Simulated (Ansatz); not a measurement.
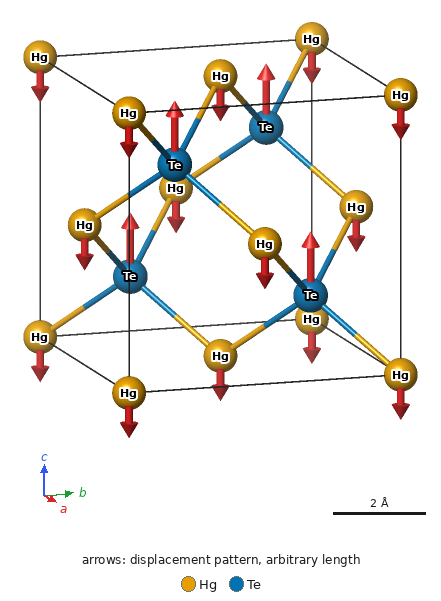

One vibrational mode of crystalline HgTe relaxed at 6 GPa at the zone centre. The red arrows give the relative displacements of the atoms. The picture is a ball-and-stick view of the conventional cell (4 times the calculation's cell), seen slightly off an axis. Lengths and directions refer to the drawn axes.

Method: DFT PBEsol, scalar-relativistic, plane waves, PAW (Ansatz 0.2.0). Set-up: plane-wave cutoff 420 eV; k-point mesh 12 × 12 × 12; occupations fermi dirac; smearing width 0.15 eV; target pressure 6 GPa; no spin polarisation.

The frequencies depend somewhat on the k-mesh and the smearing.

What mode is this, and where does it lie in the spectrum?

This is the T₂ mode (triply degenerate; one member of the set is drawn) at 17.1 meV, the only optical level, infrared- and Raman-active by symmetry. The Te sublattice moves against the Hg sublattice, along c; the kinetic energy is shared as Te 61 %, Hg 39 %. The crystal is a metal, so free carriers screen the infrared response.
